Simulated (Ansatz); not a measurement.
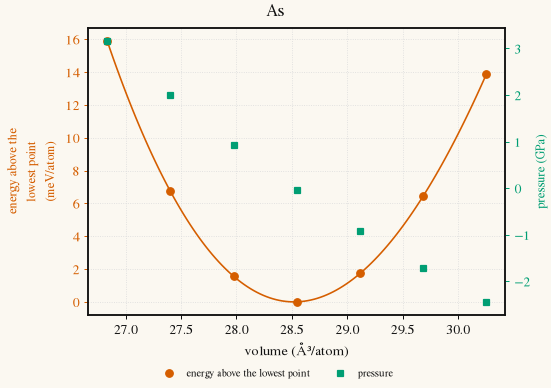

**Figure.** Energy above the lowest point and pressure against volume for As, space group Fd-3m (No. 227) (one of a set of cubic test structures, which need not be the stable phase).

A third-order Birch–Murnaghan fit gives V0 = 28.52 Å³/atom, B0 = 46.3 GPa and B′ = 3.8. The energy above the lowest point is 15.9 meV/atom at volume 26.83 Å³/atom and 13.9 meV/atom at 30.26 Å³/atom; the lowest computed point is at volume 28.54 Å³/atom (0.0 meV/atom). The pressure falls from 3.168 GPa at volume 26.83 Å³/atom to −2.444 GPa at 30.26 Å³/atom, and changes sign near 28.52 Å³/atom.

Computed with Ansatz 0.2.0 development build: equation of state of a cubic crystal from periodic Kohn-Sham density functional theory without spin, third-order Birch-Murnaghan fit to the free energies; pressure corrected for the finite basis. Level: PBE.

structure type diamond; atoms in cell 2; space group number 227; lattice centring face-centred primitive; k mesh 31×31×31; occupation method Fermi–Dirac; occupation width 0.06123 eV; wave cutoff 420 eV; datasets soft-1 PAW; density tolerance 1e−07 eV; bands 19; density cutoff ratio 4; search for lower states default.

Keep in mind: cubic model structure, not the ambient form.

One of the inputs:
```
crystal:
  lattice:
    - [0.0, 3.056154238583, 3.056154238583]
    - [3.056154238583, 0.0, 3.056154238583]
    - [3.056154238583, 3.056154238583, 0.0]
  atoms:
    - { symbol: As, position: [0, 0, 0] }
    - { symbol: As, position: [0.25, 0.25, 0.25] }
kpoints:
  mp_grid: { grid: [31, 31, 31] }
hamiltonian:
  xc: pbe
  pseudopotentials: { kind: paw }
scf:
  occupations: { method: fermi_dirac, width: 0.061225619053 }
output:
  forces: true
  stress: true
```

Launched with:
```bash
ansatz run input.yaml --threads 2
```
